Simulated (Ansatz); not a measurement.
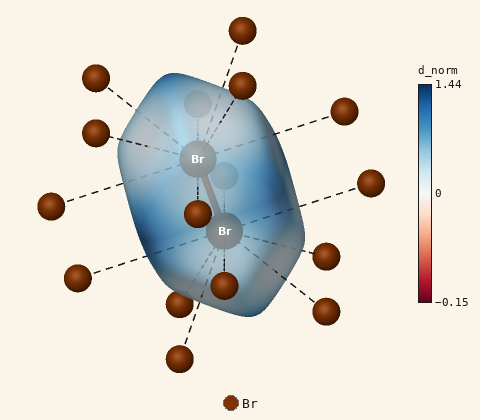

Hirshfeld surface computed for the Br2 molecule in Br in space group I4/mmm, coloured by d_norm. Dashed lines lead to the closest neighbours outside.

The surface is where the fragment's share of the procrystal density (the sum of the densities of spherically averaged neutral Hartree-Fock atoms) equals one half. d_i and d_e are the distances from the surface to the nearest nucleus inside and outside; d_norm adds both, each measured against its van der Waals radius (Alvarez: Br 1.86 Å), so red marks contacts shorter than the sum of radii, white equal and blue longer.

Source of the atomic positions: the end point of a relaxation with DFT PBE, scalar-relativistic, plane waves, PAW (Ansatz 0.2.0); the starting structure was generated, so it need not be a known form of this composition.

```yaml
crystal:
  lattice:
    - [4.42528, 0.00000, 0.00000]
    - [0.00000, 4.42528, 0.00000]
    - [0.00000, 0.00000, 9.60714]
  atoms:
    - { symbol: Br, position: [0.00000, 0.00000, 0.37944] }
    - { symbol: Br, position: [0.50000, 0.50000, 0.12056] }
    - { symbol: Br, position: [0.50000, 0.50000, 0.87944] }
    - { symbol: Br, position: [0.00000, 0.00000, 0.62056] }
```

Which contact with the surroundings is the closest relative to the atoms' sizes?

Br···Br at 4.00 Å, 107 % of the sum of the van der Waals radii.

How is the surface shared among contacts (both directions of a pair summed)?

Br···Br 100 %.

Give the size and shape of the surface.

It encloses about 90 Å³, has an area of about 103 Å² and a globularity of 0.94 (1 for a sphere).
